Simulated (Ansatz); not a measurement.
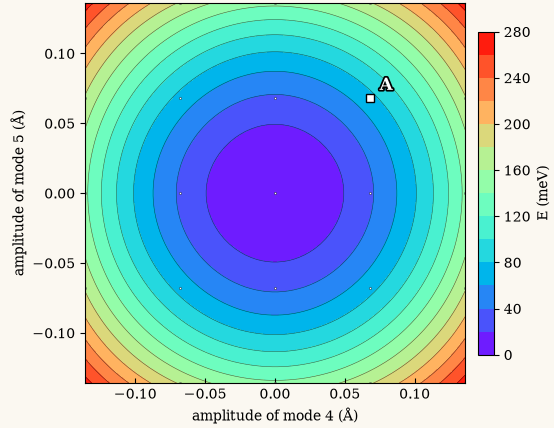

Rh (Fm-3m, No. 225; 2 atoms in the cell). The energy is mapped over two normal modes frozen in (zone-centre modes of the 2-atom cell of this scan, which folds in the wave vector (0, 0, 1/2) of the primitive cell). First axis: amplitude of mode 4 (146 cm⁻¹), largest displacement. Second axis: amplitude of mode 5 (146 cm⁻¹), largest displacement. Nothing is relaxed (the cell and all other modes fixed). The scan uses a 5 × 5 grid; 13 points were computed and 12 follow by symmetry. Points are written as (first, second). Energies: meV per cell, counted from the lowest grid point. Method: DFT LDA, scalar-relativistic, plane waves, PAW in Ansatz. Settings: cutoff 420 eV, k-mesh 21×21×20 in the order of the run's cell vectors, gaussian smearing 0.15 eV, no spin polarisation.

The picture shows filled contours, dots at the grid points, the point A. Between grid points the surface is interpolated.

> Is A at rest? If not, where is it pushed?

A, at (0.068 Å, 0.068 Å), is not a stationary point. The computed force is 1100 meV for each Å towards smaller values of the first coordinate and 1100 meV for each Å towards smaller values of the second coordinate.

PAW datasets: the set soft_1.
